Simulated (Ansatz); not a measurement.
**Band-structure calculation, with input and output: MoSe₂ (part 1 of 2)**

The run: band-structure calculation of MoSe₂ (P6₃/mmc, 6 atoms in the cell). Method and program: DFT, r2SCAN with spin-orbit coupling, plane waves, PAW (Ansatz 0.2.0).

The structure was built on a prototype by a generator. The geometry comes from this level: r2scan-rvv10 (a point of a series of strains).

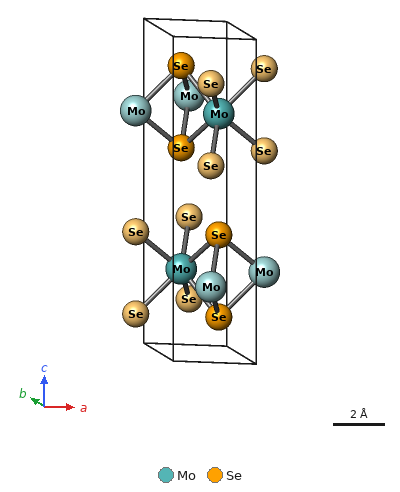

Figure 1. The structure (ball-and-stick view of the cell of the calculation, seen slightly off an axis; neighbours outside the cell are drawn fainter). An atom can appear more than once, as a periodic image. Near neighbours in the periodic cell (some may lie outside the picture): Mo has 6 Se at 2.53 Å; Se has 3 Mo at 2.53 Å.

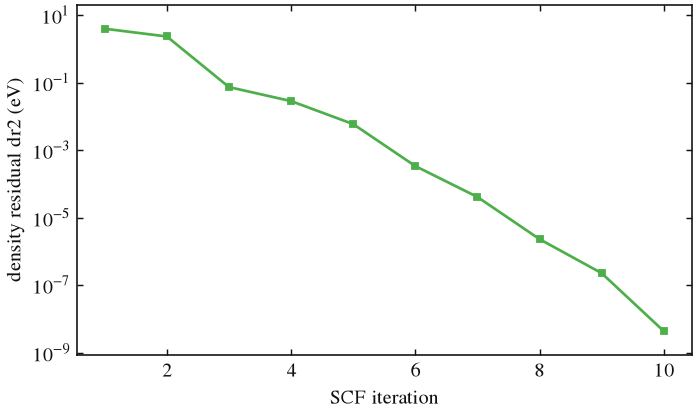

Figure 2. Convergence of the self-consistent field: density residual dr2 against the SCF iteration. The residual falls at every step.

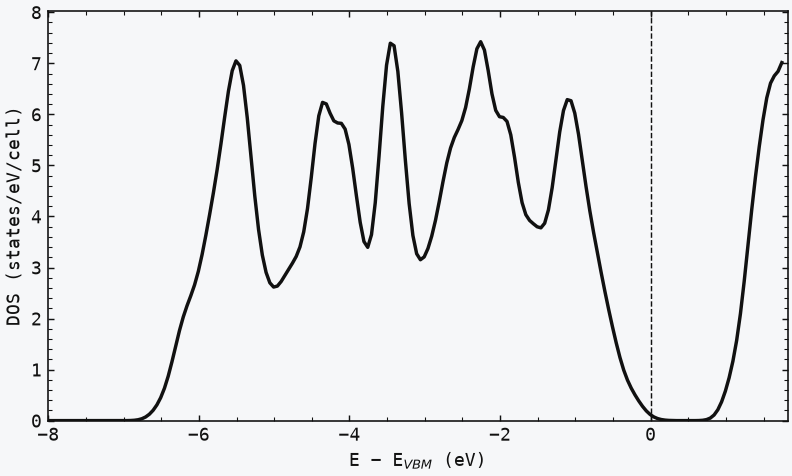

Figure 3. Density of states (the curve is built from the levels of the k mesh with Gaussians 0.3 eV wide, which also blur the band edges), with energies from the valence-band top. There is a gap of 1.02 eV on the k-point mesh. The curves stop near 1.3 eV above the Fermi level, where the computed bands end. Small ripples come from the finite k-point mesh.

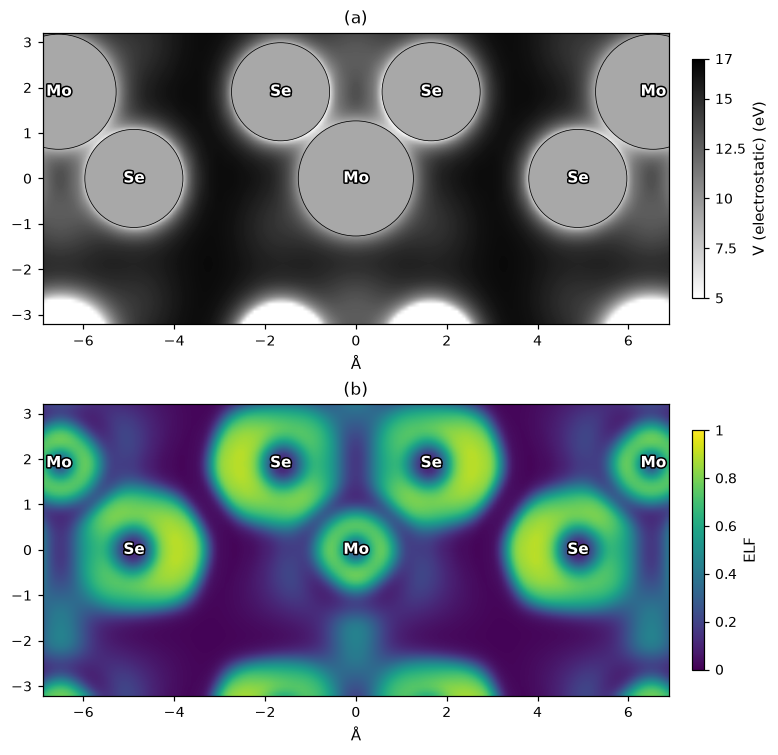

Figure 4. (a) electrostatic potential energy of an electron; (b) electron localisation function on the (110) plane of the conventional cell. Grey discs, where drawn, cover atomic cores. Mo–Se (2.53 Å): the ELF is about 0.50 at the midpoint. The strong features right at Mo lie inside the PAW spheres (semicore, d or f shells) and say nothing about bonding. Outside the cores the potential energy rises away from the atoms and is highest about 2.5 Å from the nearest atoms; outside the discs it spans about 11 eV, and its zero is arbitrary. Core electrons are frozen (PAW), so the fields are smoothed inside the atomic spheres.

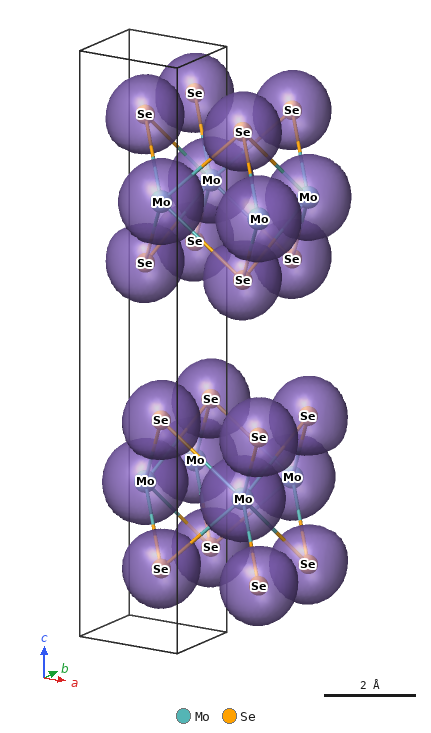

Figure 5. Isosurface of the valence charge density (pseudo) at 0.8 e/Å³ (purple), seen slightly off an axis. Sticks mark near contacts. The outline is the cell set on symmetry axes. At this value the density breaks into separate islands; it holds about 75 % of the electrons treated as valence (semicore included). It is pinched off along the Mo–Se (2.53 Å) contacts. On the grid the lowest density along these lines, outside the cores, is 0.54 e/Å³ (Mo–Se, 2.53 Å).

These pictures come from the run below.

### Input file
```yaml
crystal:
  lattice:
    - [3.3053967672, 0.0, 0.0]
    - [-1.6526983836, 2.86255757, 0.0]
    - [0.0, 0.0, 13.0878310267]
  atoms:
    - { symbol: Mo, position: [0.3333333333, 0.6666666667, 0.25] }
    - { symbol: Mo, position: [0.6666666667, 0.3333333333, 0.75] }
    - { symbol: Se, position: [0.6666666667, 0.3333333333, 0.376631421] }
    - { symbol: Se, position: [0.6666666667, 0.3333333333, 0.123368579] }
    - { symbol: Se, position: [0.3333333333, 0.6666666667, 0.876631421] }
    - { symbol: Se, position: [0.3333333333, 0.6666666667, 0.623368579] }
kpoints:
  mp_grid: { grid: [12, 12, 2] }
  band_path:
    path:
      - [0.0, 0.0, 0.0]
      - [0.5, 0.0, 0.0]
      - [0.3333333333, 0.3333333333, 0.0]
      - [0.0, 0.0, 0.5]
      - [0.5, 0.0, 0.5]
      - [0.3333333333, 0.3333333333, 0.5]
      - [0.182292, 0.184896, 0.0]
    npoints: 1
hamiltonian:
  xc: r2scan
scf:
  occupations: { method: fermi_dirac, width: 0.02 }
  n_extra_bands: 10
magnetization:
  noncollinear: true
  spin_orbit: true
output:
  forces: true
  stress: true
  eigenvalues: true
  write_density: true
  write_potential: true
  elf: true
  volumetric_format: npy
```

### The program's output
```
scf.n_extra_bands = 10 over 92 filled bands (N_el = 92.0): the run solves 102 bands
Engine: ansatz 0.2.0, x86_64-unknown-linux-gnu
Pseudopotentials: kind: paw_fr
Pseudopotential: Mo, paw_fr, valence charge 14, recommended cutoff 500 eV (meta_gga), Mo.paw.azcp#standard-fr
Pseudopotential: Se, paw_fr, valence charge 16, recommended cutoff 500 eV (meta_gga), Se.paw.azcp#standard-fr
Functional definition: r2SCAN
  parameter k0 = 0.174
  parameter k1 = 0.065
  parameter a1 = 4.9479
  exchange = r2scan_x(k0 = k0, k1 = k1, a1 = a1)
  correlation = r2scan_c
non-collinear run that drives no moment, with spin-orbit: no starting moment large enough to seed its density (crystal.atoms[].spin), no starting occupations that ask for one, no magnetisation constraint and no magnetic field, so the semilocal B_xc is pinned to zero
Crystal: 6 atoms, lattice volume = 123.836 Å³
Basis set: ecut = 500 eV, 3119 PW (Γ), exchange–correlation on 100×100×384 points (64 copies of the dense FFT grid, shifted against one another)
Bands: 102, of which v1, the nominal top of the filled ones, is band 92 counted from 1 (91 counted from 0)
Symmetry: 24 space group operations + 24 with time reversal
Magnetic group: BNS 194.264 (UNI 1494), of the structure as read, at distance tolerance 5.0e-5 Å
k-points: 38 of 288
Projection manifold: j_resolved (fully-relativistic pseudo-atomic orbitals)
Non-local potential: Mo, projectors of the file, l = 0: 3, l = 1: 4, l = 2: 4, l = 3: 2
Non-local potential: Se, projectors of the file, l = 0: 2, l = 1: 4, l = 2: 6, l = 3: 2
PAW form: soft (Blöchl's): semilocal exchange-correlation on the pseudo side does not see the compensation charge
PAW frozen core: Mo, regenerated for the run's functional (the file was generated under x = pbe(κ = 0.804, μ = 0.2195149727645171), c = pbe(β = 0.06672455060314922))
PAW frozen core: Se, regenerated for the run's functional (the file was generated under x = pbe(κ = 0.804, μ = 0.2195149727645171), c = pbe(β = 0.06672455060314922))
PAW one-centre angular grid: Mo, 590 points (default); XC on 224 Gauss nodes
PAW one-centre angular grid: Se, 590 points (default); XC on 265 of its mesh's 2701 points in the sphere
Initial density: superposition of atomic densities (chi_scale 0.1, normalization cell, long waves kept (reshape's long-wave potential 0.09 eV rms))
Initial wavefunctions: pseudopotential atomic-orbital guess
Functional: x = r2scan, c = r2scan; τ floored in thin density (d = 2e-4 eV/Å³)
```
